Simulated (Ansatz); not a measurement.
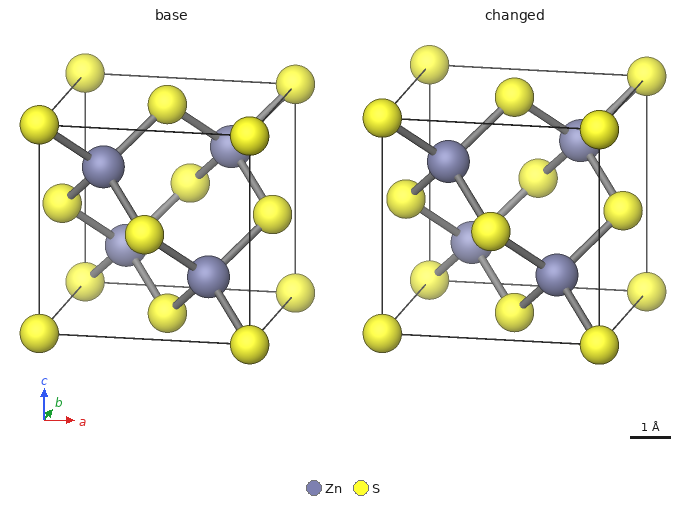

Left: a crystal of ZnS (set up in F-43m). Right: the same structure after one change, at the same scale. The picture is a ball-and-stick view of the conventional cell (4 times the calculation's cell), seen slightly off an axis. Lengths and directions refer to the drawn axes.

Theory: DFT r2SCAN, scalar-relativistic, plane waves, PAW in Ansatz. Set-up: plane-wave cutoff 500 eV; k-point mesh 8 × 8 × 8; occupations gaussian; smearing width 0.02 eV; no spin polarisation.

What distinguishes the right structure from the left one?

Answer. All lengths are scaled by +3.2 % (volume +10.0 %), the atoms keeping their fractional coordinates. No relaxation follows.

How do the computed properties respond?

Answer. Some distances before and after: S–Zn 2.334 → 2.409 Å. The space group stays F-43m (No. 216). It costs 40.5 meV per atom. Pressure: 0.0 GPa before, −6.1 GPa after. All forces vanish by symmetry.
